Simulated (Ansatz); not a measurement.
Zr2N

Input

```
crystal:
  lattice:
    - [5.41300273, 0.0, 0.0]
    - [0.0, 5.41300273, 0.0]
    - [0.0, 0.0, 3.30778919]
  atoms:
    - { symbol: Zr, position: [0.29612546, 0.29612546, 0.0] }
    - { symbol: Zr, position: [0.70387454, 0.70387454, 0.0] }
    - { symbol: Zr, position: [0.79612546, 0.20387454, 0.5] }
    - { symbol: Zr, position: [0.20387454, 0.79612546, 0.5] }
    - { symbol: "N", position: [0.0, 0.0, 0.0] }
    - { symbol: "N", position: [0.5, 0.5, 0.5] }
basis:
  ecutwfc: 520
kpoints:
  mp_grid: { grid: [8, 8, 10] }
hamiltonian:
  xc: r2scan
scf:
  occupations: { method: gaussian, width: 0.1 }
output:
  forces: true
  stress: true
  eigenvalues: true
  write_density: true
  write_potential: true
  elf: true
  volumetric_format: npy
```

Command:

```sh
ansatz run input.yaml --threads 1 --pin off --max-ram 2560MiB --backend cpu --events-out ev --progress --plain --runs-dir out
```

Below, planes, directions and counts refer to the conventional cell (a = 5.41 Å, b = 5.41 Å, c = 3.31 Å, α = 90.00°, β = 90.00°, γ = 90.00°).

Space group P4₂/mnm; a structure from a database of computed crystals, not necessarily the ambient phase.

Computed with DFT r2SCAN, scalar-relativistic, plane waves, PAW (Ansatz 0.2.0).

Core electrons are frozen (PAW), and the valence fields are smoothed inside the atomic spheres.

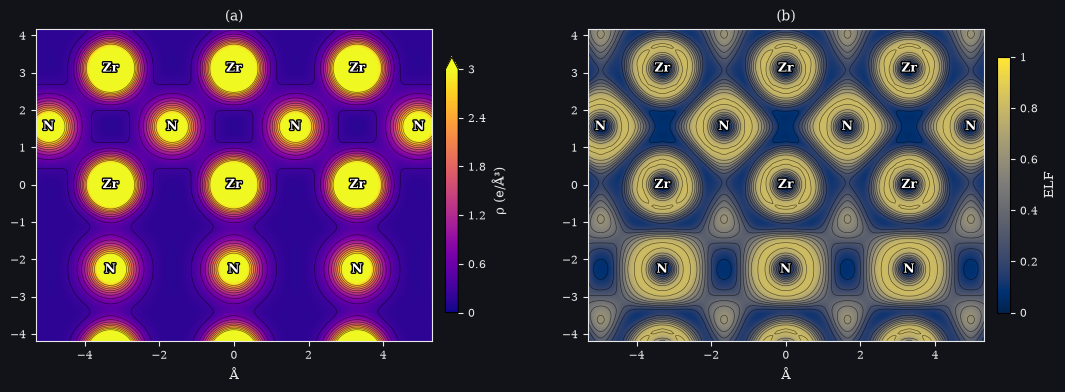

Figure 1. (a) valence charge density (pseudo); (b) electron localisation function on the (110) plane of the conventional cell.

Question: Describe what can be read from this map.

Answer: The plane passes through Zr and N nuclei.
Zr–N (2.27 Å): ρ is about 0.48 e/Å³ halfway; the ELF peaks at about 0.80 in the valence shell of N, 0.7 Å from its nucleus, and drops to about 0.15 between the two atoms (no shared electron pair shows on this line).
Zr–Zr (3.12 Å): the density is about 0.15 e/Å³ at the midpoint; the ELF is about 0.10 at the midpoint: no shared electron pair shows on this line.
Zr–Zr (3.31 Å): the density is about 0.17 e/Å³ at the midpoint; the ELF is about 0.20 at the midpoint; no shared electron pair shows on this line.
Between the atoms the lowest density in this plane is 0.15 e/Å³.
The features right at Zr lie inside the PAW spheres, where the map follows smoothed inner orbitals and isn't to be read closely.

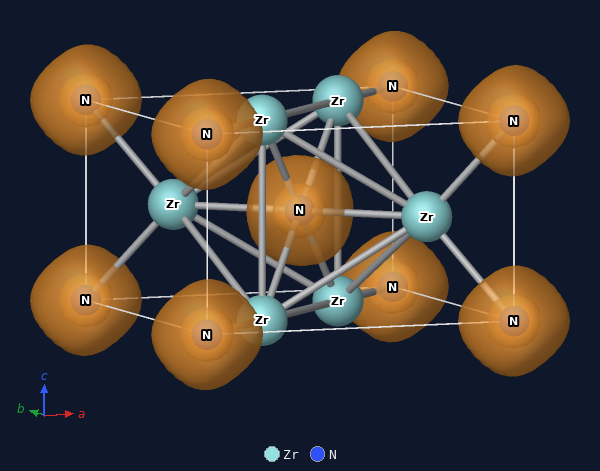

Figure 2. Isosurface of the ELF at 0.7 (orange), seen slightly off an axis. Only the valence region is drawn (cores and ρ < 0.01 e/Å³ removed). Sticks mark near contacts.

Question: What do the ELF domains correspond to?

Answer: The surface consists of two regions wrapped around N (the valence shell of each), counted in one cell of 6 atoms. Any copies at cell faces, edges or corners count once.

Question: Does the calculation give a band gap?

Answer: It is gapless in this calculation (a metal or semimetal).
